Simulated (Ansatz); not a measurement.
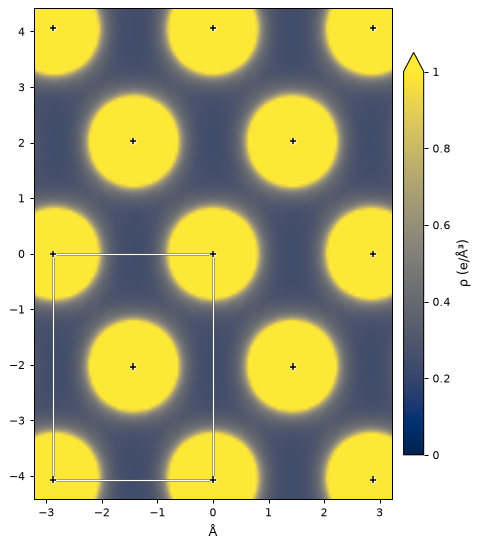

The valence pseudo-density on a plane through atoms (crosses mark nuclei in the plane).

These are results of Ansatz 0.2.0, DFT r2SCAN, plane waves, PAW, not measurements.

Candidates:
A. Fe, a = 2.88 Å, b = 2.88 Å, c = 2.88 Å, α = 90.00°, β = 90.00°, γ = 90.00°. Space group Im-3m; spin-polarised.
B. Al, a = 2.81 Å, b = 2.81 Å, c = 4.87 Å, α = 90.00°, β = 90.00°, γ = 120.00°. Space group P6₃/mmc; a structure from a database of computed crystals, not necessarily the ambient phase.

Which system is this?

Candidate A: Fe on the (101) plane of the conventional cell, which holds Fe. Fe–Fe (2.49 Å): ρ is about 0.33 e/Å³ halfway.
